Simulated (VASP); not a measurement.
# A VASP study of ZnS (PBE + D3(BJ)): structure first, properties next

How well does PBE + D3(BJ) reproduce what experiment finds for ZnS? The cell is relaxed first, and properties follow on it. The steps: full relaxation (PBE + D3(BJ)), second relaxation, density, ELF and potential (PBE + D3(BJ)), band structure (PBE + D3(BJ)), total and projected DOS (PBE + D3(BJ)), field gradients at the nuclei (PBE + D3(BJ)) and vibrations at Γ (PBE + D3(BJ)). The start is a cell from a database of measured crystal structures.

Calculated with VASP 6.6.1; PBE with D3(BJ); plane waves and PAW (Zn, S).

**What experiment says.**

“On the Surface Hardening of Zinc Sulfide Windows by Gallium Sulfide” (2024, pmc:11595366) reports for ZnS, sphalerite (zinc blende), by powder X-ray diffraction (untreated commercial multispectral-grade CVD/HIP polycrystalline window): lattice constant a (cubic a, untreated; bracketed figure appears to be the next digit …) 5.411 Å [commercial polycrystalline ceramic window; bracketed digit ambiguous (next digit or …].

For ZnS, zincblende (literature value, sample not described, 19 K), “Electronic, vibrational, and thermodynamic properties of ZnS (zincblende and rocksalt structure)” (2009, arxiv:0911.5022) quotes earlier work: band gap (direct gap E0 at Gamma) 3.85 eV [literature value at 19 K; includes electron-phonon renormalization, which the paper puts …].

Most raw output is cut from this account.

The database entry behind the starting cell differs from later determinations by our own check (about 0.1 % short), so it need not match the best structure at ambient conditions.

## 1. Starting point

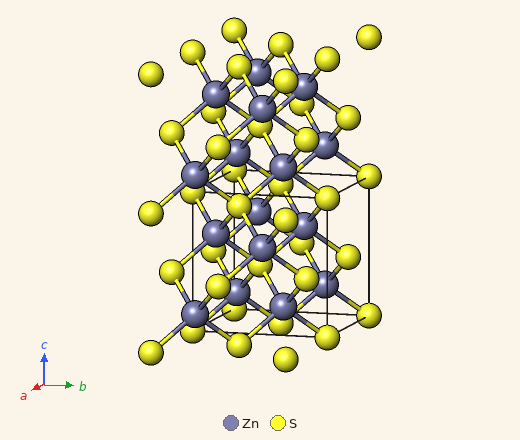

The starting structure, seen slightly off an axis (zinc blue, sulfur yellow). 2×1×2 cells are drawn. This picture shows the conventional cell, with its axes. Bonds to atoms that aren't drawn are left out. Some periodic images of atoms are drawn too.

As a file:

```
Zn S
1.0
     0.00000    2.70200    2.70200
     2.70200    0.00000    2.70200
     2.70200    2.70200    0.00000
Zn S
1 1
Direct
  0.25000 0.25000 0.25000
  0.00000 0.00000 0.00000
```

## 2. Full relaxation (PBE + D3(BJ))

The start need not lie at this functional's minimum. ISIF = 3 frees volume, shape and positions, and EDIFFG sets the threshold on forces and stress at which the search stops. PBE, the usual starting point, adds the gradient of the density. A dispersion term adds the long-range attraction that semilocal functionals lack. D3 with Becke-Johnson damping keeps a finite attraction at short range.

Contents of INCAR:

```
SYSTEM = ZnS
PREC = Accurate
ENCUT = 400
EDIFF = 1E-06
NELM = 100
ISMEAR = 0
SIGMA = 0.05
LREAL = .FALSE.
ALGO = Normal
GGA = PE
IVDW = 12
NBANDS = 15
LORBIT = 11
LWAVE = .FALSE.
LCHARG = .FALSE.
KPAR = 2
IBRION = 2
NSW = 60
ISIF = 3
EDIFFG = -0.01
```

Contents of POSCAR:

```
ZnS
1.0
    0.0000000000      2.7020000000      2.7020000000
    2.7020000000      0.0000000000      2.7020000000
    2.7020000000      2.7020000000      0.0000000000
Zn S
1 1
Direct
    0.2500000000      0.2500000000      0.2500000000
    0.0000000000      0.0000000000      0.0000000000
```

Contents of KPOINTS:

```
Automatic mesh
0
Gamma
7 7 7
0 0 0
```

PAW data sets: Zn and S (PBE family, release 64).

Command:

```bash
> mpirun -np 2 vasp_std
```

Wall time 15 s (2 MPI ranks of AMD EPYC 7R43, shared host); peak memory 0.26 GiB.

The gap is read on the k-mesh alone, so it is an upper bound where the band edges lie off the mesh. The run keeps the 24 symmetry operations of its start, so it cannot find a distortion of lower symmetry.

Relaxation path:

```csv
step,energy less that of the first step (eV),largest force (eV/Å),pressure (GPa),volume (Å³)
1,0.0000,0.0000,-1.21,39.45
2,-0.0022,0.0000,0.46,38.61
3,-0.0025,0.0000,0.03,38.82
```

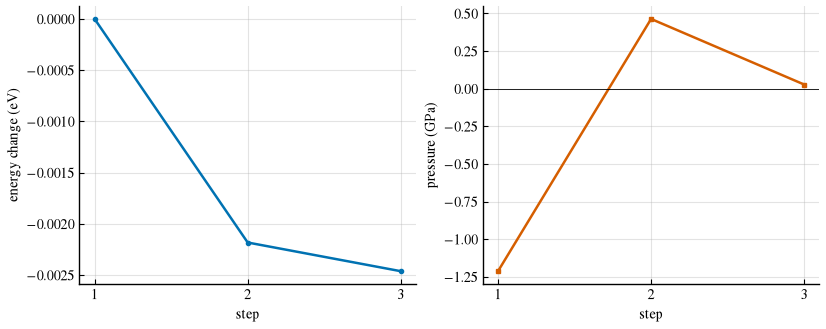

Energy and pressure along the relaxation.

```csv
"conventional cell, symmetrised",before,after,change
a (Å),5.404,5.375,-0.5 %
b (Å),5.404,5.375,-0.5 %
c (Å),5.404,5.375,-0.5 %
volume (Å³/atom),19.73,19.41,-1.6 %
```

The relaxed structure:

```cif
data_structure
_symmetry_space_group_name_H-M 'P 1'
_symmetry_Int_Tables_number 1
_cell_length_a 3.8006
_cell_length_b 3.8006
_cell_length_c 3.8006
_cell_angle_alpha 60.000
_cell_angle_beta 60.000
_cell_angle_gamma 60.000
_cell_volume 38.82
loop_
_atom_site_label
_atom_site_type_symbol
_atom_site_fract_x
_atom_site_fract_y
_atom_site_fract_z
_atom_site_occupancy
Zn1 Zn 0.25000 0.25000 0.25000 1
S2 S 0.00000 0.00000 0.00000 1
```

This step gave:

```yaml
electrons: 18
bands: 15
irreducible_k_points: 20
symmetry_operations: 24
free_energy_toten: -7.463 eV
fermi_energy: 2.477 eV
pressure: 0.02776 GPa
metallic: no
valence_top_at_k: 0, 0, 0
conduction_bottom_at_k: 0, 0, 0
least_direct_gap_at_k: 0, 0, 0
scf_cycles_over_all_ionic_steps: 25
gap_on_the_k_mesh: 2.183 eV
least_direct_gap_on_the_k_mesh: 2.183 eV
```

It ends with forces that vanish by symmetry and a pressure of 0.03 GPa. The volume lies -1.6 % from that of the database's start, which holds the thermal and zero-point expansion of its experiment.

## 3. Second relaxation

A relaxation keeps the plane waves of the cell it began with, so it is repeated from the new cell, on a basis made for it.

INCAR is that of step 2.

Contents of POSCAR:

```
ZnS
1.0
    0.0000000000      2.6874314107      2.6874314107
    2.6874314107      0.0000000000      2.6874314107
    2.6874314107      2.6874314107      0.0000000000
Zn S
1 1
Direct
    0.2500000000      0.2500000000      0.2500000000
    0.0000000000      0.0000000000      0.0000000000
```

KPOINTS is that of step 2.

Command:

```bash
> mpirun -np 2 vasp_std
```

The job ended after 6.8 s (2 MPI ranks; peak memory 0.26 GiB; 11 s of CPU time).

Little changed from the start: no atom moved by 0.005 Å and no cell edge by 0.1 %.

Numbers from this step:

```
free energy (TOTEN)             : -7.462 eV
pressure                        : -0.001132 GPa
SCF cycles over all ionic steps : 12
```

It ends with forces that vanish by symmetry and a pressure of 0.00 GPa. The volume moved by under 0.01 %: the run met its threshold at the first step.

## 4. Density, ELF and potential (PBE + D3(BJ))

A single point on the relaxed cell gives a clean self-consistent state, with density, ELF and potential written out.

INCAR: that of step 3 with these lines changed.

```diff
@@ -14,7 +14,5 @@
 LWAVE = .FALSE.
-LCHARG = .FALSE.
-KPAR = 2
-IBRION = 2
-NSW = 60
-ISIF = 3
-EDIFFG = -0.01
+LCHARG = .TRUE.
+ISIF = 2
+LELF = .TRUE.
+LVHAR = .TRUE.
```

POSCAR is that of step 3.

KPOINTS is that of step 3.

Command:

```bash
> mpirun -np 2 vasp_std
```

It took 8 s on 2 MPI ranks; peak memory 0.21 GiB.

This step gave:

```yaml
scf_cycles: 12
bands: 16
fermi_energy: 2.509 eV
pressure: 0.00155 GPa
```

Valence electrons inside each PAW sphere by angular momentum. Sphere charges, by row:

```csv
atom,s (e),p (e),d (e),tot (e)
Zn1,0.524,0.49,9.801,10.81
S2,1.314,2.444,0,3.759
```

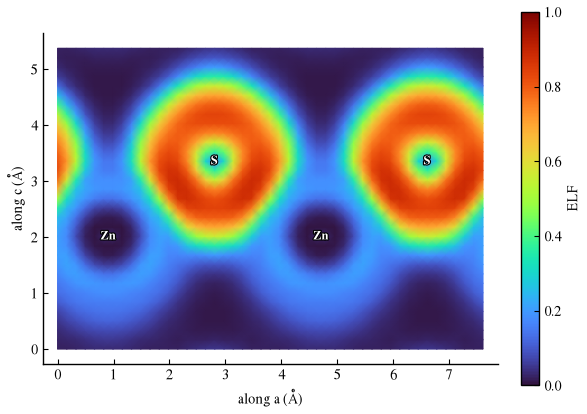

ELF in the ac plane of a cell with a along [110], b along [-110] and c along [001] of the cube at fractional y = 0.000, with atoms of Zn and S within 0.2 Å of it. It is the smooth field of the valence electrons, not physical close to the nuclei. The map starts off the cell's origin, so that atoms lie inside it.

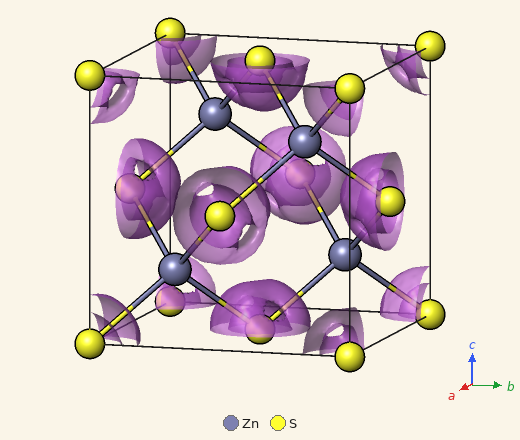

Surface of ELF = 0.81. Bonds to atoms that aren't drawn are left out.

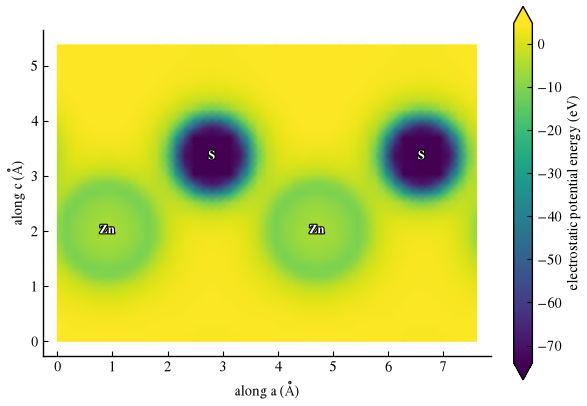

Electrostatic potential energy in the ac plane of a cell with a along [110], b along [-110] and c along [001] of the cube at fractional y = 0.000, with atoms of Zn and S within 0.2 Å of it. With pseudopotentials it is smooth inside the atoms' cores, unlike the true potential. The map starts off the cell's origin, so that atoms lie inside it.

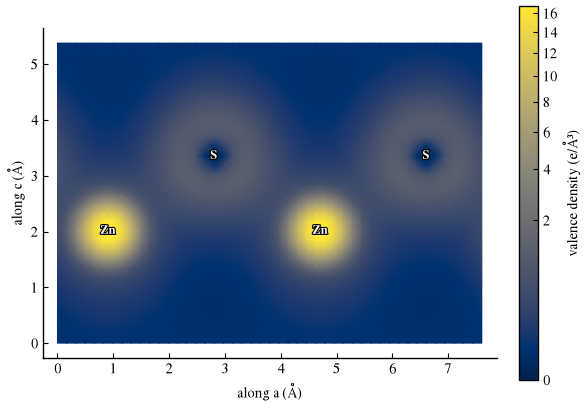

Valence density in the ac plane of a cell with a along [110], b along [-110] and c along [001] of the cube at fractional y = 0.000, with atoms of Zn and S within 0.2 Å of it. It is the smooth field of the valence electrons, not physical close to the nuclei. The map starts off the cell's origin, so that atoms lie inside it. The colour scale is stretched toward low values.

In this run the pressure is 0.00 GPa, small enough to go on.

## 5. Band structure (PBE + D3(BJ))

Levels along the symmetry lines show where the bands peak and cross; KPOINTS_OPT computes them in the converged potential.

Contents of INCAR:

```
SYSTEM = ZnS
PREC = Accurate
ENCUT = 400
EDIFF = 1E-06
NELM = 100
ISMEAR = 0
SIGMA = 0.05
LREAL = .FALSE.
ALGO = Normal
GGA = PE
IVDW = 12
NBANDS = 21
LORBIT = 11
LWAVE = .FALSE.
LCHARG = .FALSE.
KPAR = 2
```

POSCAR is that of step 4.

KPOINTS is that of step 4.

Contents of KPOINTS_OPT:

```
Line mode
16
Line-mode
Reciprocal
  0.00000000   0.00000000   0.00000000 GAMMA
  0.50000000   0.00000000   0.50000000 X

  0.50000000   0.00000000   0.50000000 X
  0.50000000   0.25000000   0.75000000 W

  0.50000000   0.25000000   0.75000000 W
  0.37500000   0.37500000   0.75000000 K

  0.37500000   0.37500000   0.75000000 K
  0.00000000   0.00000000   0.00000000 GAMMA

  0.00000000   0.00000000   0.00000000 GAMMA
  0.50000000   0.50000000   0.50000000 L

  0.50000000   0.50000000   0.50000000 L
  0.62500000   0.25000000   0.62500000 U

  0.62500000   0.25000000   0.62500000 U
  0.50000000   0.25000000   0.75000000 W

  0.50000000   0.25000000   0.75000000 W
  0.50000000   0.50000000   0.50000000 L

  0.50000000   0.50000000   0.50000000 L
  0.37500000   0.37500000   0.75000000 K

  0.62500000   0.25000000   0.62500000 U
  0.50000000   0.00000000   0.50000000 X
```

Command:

```bash
> mpirun -np 2 vasp_std
```

It took 44 s on 2 MPI ranks; peak memory 0.26 GiB.

Numbers from this step:

```
bands                             : 21
Fermi energy                      : 2.590 eV
pressure                          : 0.006445 GPa
least gap on mesh and path        : 2.183 eV
least direct gap on mesh and path : 2.183 eV
```

The electronic bands at the labelled points (eV, zero at the valence-band top; v1 is the highest filled band, c1 the lowest empty one):

```csv
point,v4,v3,v2,v1,c1,c2,c3,c4
Γ,-5.89,0.00,0.00,0.00,2.18,6.38,6.38,6.38
X,-5.66,-4.62,-2.28,-2.28,3.37,4.07,11.09,12.08
W,-5.47,-4.67,-2.83,-2.78,5.70,6.11,7.91,8.23
K,-5.53,-4.70,-3.19,-1.85,4.11,6.00,9.44,9.83
Γ,-5.89,0.00,0.00,0.00,2.18,6.38,6.38,6.38
L,-5.68,-5.40,-0.89,-0.89,3.34,6.91,6.91,8.94
U,-5.53,-4.70,-3.19,-1.85,4.11,6.00,9.44,9.83
W,-5.47,-4.67,-2.83,-2.78,5.70,6.11,7.91,8.23
L,-5.68,-5.40,-0.89,-0.89,3.34,6.91,6.91,8.94
K,-5.53,-4.70,-3.19,-1.85,4.11,6.00,9.44,9.83
jump to U,-5.53,-4.70,-3.19,-1.85,4.11,6.00,9.44,9.83
X,-5.66,-4.62,-2.28,-2.28,3.37,4.07,11.09,12.08
```

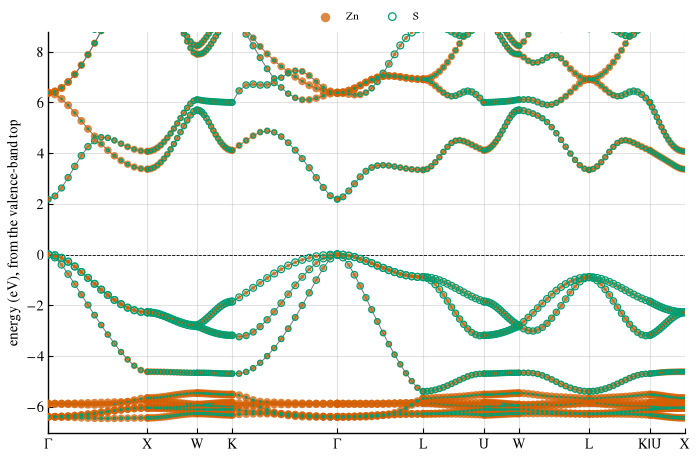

Electronic bands along the path; dots are coloured as in the legend, and their area grows with the weight.

The path finds the gap of the mesh within 0.02 eV, so the mesh comes close to both band edges.

## 6. Total and projected DOS (PBE + D3(BJ))

Here the states are counted by energy and projected on the atoms. The mesh is finer than in the run before.

INCAR: that of step 5 with these lines changed.

```diff
@@ -5,3 +5,3 @@
 NELM = 100
-ISMEAR = 0
+ISMEAR = -5
 SIGMA = 0.05
@@ -16 +16,2 @@
 KPAR = 2
+NEDOS = 2001
```

POSCAR is that of step 5.

Contents of KPOINTS:

```
Automatic mesh
0
Gamma
11 11 11
0 0 0
```

Command:

```bash
> mpirun -np 2 vasp_std
```

Elapsed: 28 s, on 2 MPI ranks; peak memory 0.27 GiB.

This step gave:

```yaml
irreducible_k_points: 56
fermi_energy: 2.267 eV
pressure: -8.61e-4 GPa
```

The density of states has structure finer than the step of the table below, so its rows give means over 1 eV, whole bins alone (the curve runs from -12.0 to 10.1 eV). Peaks (eV: height): total -6.3: 23.5, -5.9: 29.4; S p -6.3: 1.25, -4.6: 0.797, -1.0: 0.828, 6.1: 0.346; Zn d -6.3: 20.0, -5.9: 28.3; Zn s -6.4: 0.171, -4.6: 0.738, 4.5: 0.371, 6.1: 0.199; Zn p -2.0: 0.179, 4.4: 0.144, 6.2: 0.268, 7.3: 0.410.

States under -12.0 eV and over 10.1 eV are left out. The density of states by energy, zero at the valence-band top; means over each step; values in states/eV/cell:

```csv
energy (eV),total,S p,Zn d,Zn s,Zn p,S s
-8,0,0,0,0,0,0
-7,0.0323,0.00249,0.0242,0.00108,3.2e-5,8.8e-6
-6,9.91,0.296,8.88,0.0753,0.0246,0.0191
-5,0.906,0.204,0.187,0.169,0.0213,0.0130
-4,0.720,0.163,0.163,0.116,0.0199,0.0251
-3,0.959,0.306,0.125,0.0461,0.0794,0.0176
-2,1.77,0.691,0.177,0.0329,0.165,0.0124
-1,1.50,0.675,0.170,0.0113,0.119,0.00491
0,0.202,0.100,0.0277,5.8e-4,0.0103,3.3e-4
1,0,0,0,0,0,0
2,9.9e-4,8.3e-5,0,2.6e-4,0,2.4e-4
3,0.0631,0.00705,6.7e-4,0.0142,0.00197,0.0112
4,1.09,0.100,0.0350,0.194,0.0755,0.0862
5,1.30,0.164,0.0523,0.229,0.0830,0.0486
6,1.33,0.191,0.0494,0.115,0.142,0.0165
7,1.25,0.0970,0.0405,0.0166,0.256,0.00924
8,1.34,0.153,0.0523,0.0242,0.225,0.0213
9,1.08,0.164,0.0539,0.0167,0.140,0.0115
```

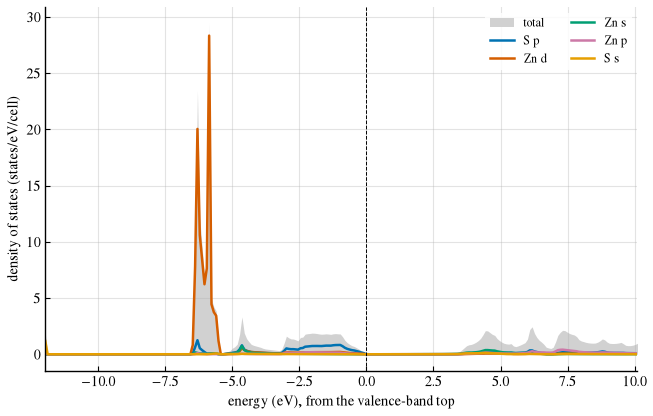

Density of states, plotted against energy.

The gap on this mesh is 2.18 eV. In the top eV of the valence band the largest shares in the PAW spheres are S p 47 %, Zn d 12 % and Zn p 7 %; in the lowest eV of the conduction band, Zn s 24 %, S s 21 % and S p 11 %. The rest lies in smaller channels or between the spheres.

## 7. Field gradients at the nuclei (PBE + D3(BJ))

Field gradients probe how far the charge around each nucleus departs from cubic symmetry; LASPH keeps the non-spherical terms inside the spheres.

Contents of INCAR:

```
SYSTEM = ZnS
PREC = Accurate
ENCUT = 400
EDIFF = 1E-07
NELM = 100
ISMEAR = 0
SIGMA = 0.05
LREAL = .FALSE.
ALGO = Normal
GGA = PE
IVDW = 12
NBANDS = 15
LORBIT = 11
LWAVE = .FALSE.
LCHARG = .FALSE.
KPAR = 2
LEFG = .TRUE.
LASPH = .TRUE.
```

POSCAR is that of step 6.

Contents of KPOINTS:

```
Automatic mesh
0
Gamma
7 7 7
0 0 0
```

Command:

```bash
> mpirun -np 2 vasp_std
```

Run time: 14 s. Hardware: 2 MPI ranks; peak memory 0.26 GiB; 24 s of CPU time.

This step gave:

```
SCF cycles                     : 14
bands                          : 15
irreducible k-points           : 20
free energy (TOTEN)            : -7.463 eV
Fermi energy                   : 2.476 eV
pressure                       : -0.02184 GPa
gap on the k-mesh              : 2.184 eV
least direct gap on the k-mesh : 2.184 eV
```

Electric field gradients, by row:

```csv
atom,Vxx (V/Å²),Vyy (V/Å²),Vzz (V/Å²),asymmetry
Zn1,0.002,0.002,-0.004,-
S2,0,0,0,-
```

All gradients vanish within the noise.

The run ends at a pressure of -0.02 GPa.

## 8. Vibrations at Γ (PBE + D3(BJ))

Zone-centre modes test whether the atoms sit at a minimum within this cell. IBRION = 6 takes the force constants from differences of forces between displaced cells, so the forces must be tight.

INCAR: that of step 7 with these lines changed.

```diff
@@ -3,3 +3,3 @@
 ENCUT = 400
-EDIFF = 1E-07
+EDIFF = 1E-08
 NELM = 100
@@ -16,3 +16,6 @@
 KPAR = 2
-LEFG = .TRUE.
-LASPH = .TRUE.
+IBRION = 6
+NFREE = 2
+POTIM = 0.015
+ISIF = 2
+NSW = 1
```

POSCAR is that of step 7.

Contents of KPOINTS:

```
Automatic mesh
0
Gamma
14 14 14
0 0 0
```

Command:

```bash
> mpirun -np 2 vasp_std
```

Wall time 5.7 min (2 MPI ranks); peak memory 0.71 GiB.

The last energy, forces, stress and levels in OUTCAR belong to the last displaced cell, not to the cell of POSCAR.

This step gave:

| Quantity | Value |
| --- | --- |
| irreducible k-points | 104 |
| pressure of the cell | -0.01203 GPa |
| largest force of the cell | 0 eV/Å |

Transverse limit, no LO-TO splitting. Modes at Γ, with each element's share of the kinetic energy:

```csv
mode,frequency (cm⁻¹),symmetry,Zn %,S %
1,-0.4,acoustic,67,33
2,-0.4,acoustic,67,33
3,-0.4,acoustic,67,33
4,280.7,T2,33,67
5,280.7,T2,33,67
6,280.7,T2,33,67
```

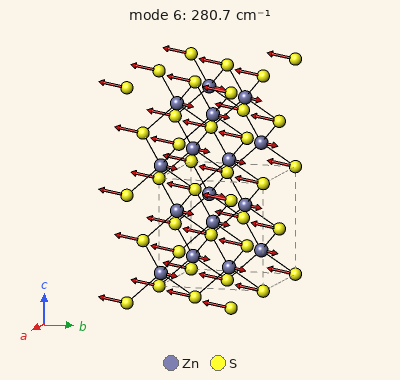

Displacement patterns of mode 6 at Γ; arrows are exaggerated. Bonds to atoms that aren't drawn are left out. 2×1×2 conventional cells are drawn. Some periodic images of atoms are drawn too.

The three acoustic modes lie within 0.4 cm⁻¹ of zero, and all others are real. By the characters of their eigenvectors the optical modes sort into (cm⁻¹) Raman active: T2 281; infrared active: T2 281.

## 9. Summary of results

```yaml
relaxed_volume: 19.41 Å³/atom
relaxed_conventional_cell_a_b_c: 5.375, 5.375, 5.375 Å
space_group_after_relaxing_within_0p02_a: F-43m (No. 216)
band_gap: 2.18 eV, direct
gap_among_the_points_of_the_dos_mesh_alone_an_upper_bound: 2.18 eV
largest_field_gradient_vzz: zero within the noise on all sites
highest_zone_centre_mode: 281 cm⁻¹
```

With PBE + D3(BJ), ZnS relaxes to 19.41 Å³/atom in space group F-43m (held by the symmetry of the run) and has a direct gap of 2.18 eV. Against the listed cell the volume lies -1.6 %. Band structure (PBE + D3(BJ)): On this path the gap is direct, 2.18 eV, with the valence top at Γ and the conduction bottom at Γ. Vibrations at Γ (PBE + D3(BJ)): The highest mode in this list at Γ, 280.7 cm⁻¹, has its largest share on S (67 % of the kinetic energy). Semilocal functionals usually underestimate gaps. Modes at Γ alone can't show that the crystal is stable at other wave vectors, and the LO-TO splitting is not included. No search among competing phases was made, and a listed structure need not be the one stable at ambient conditions. All values are for a static lattice at zero temperature.

Calculation against experiment:

```
                  quantity  measured  PBE with D3(BJ)
    lattice constant a (Å)     5.411   5.375 (-0.7 %)
band gap (direct gap) (eV)      3.85  2.18 (-1.67 eV)
```

Measured values from pmc:11595366 (2024) and arxiv:0911.5022 (2009).

**Verdict.** The lattice constant a is off by -0.7 %: good agreement. The band gap is off by -1.67 eV: a clear miss. Local and semilocal functionals usually give gaps below the measured ones. Zero-point and thermal motion shift the measured gap. The grades are ours: good and fair within 0.7 and 1.5 % for the lattice constant a. For lattice constants the calculation has a static lattice, without zero-point motion or thermal expansion.

[Lines on the potential files, build, host, timing and source positions are cut from VASP's logs without a mark.]

[Logs are printed without paths, hosts, clocks, repeated set-up lines and the standing remarks that a program may print on its own settings, such as how far it seeks lower states.]

[Hosts, paths, dates, database ids (printed as entryN), source tags and the programs' standing remarks are cut or masked in the printed files.]

[A measured line is paired with the nearest computed mode of its activity, which favours agreement.]
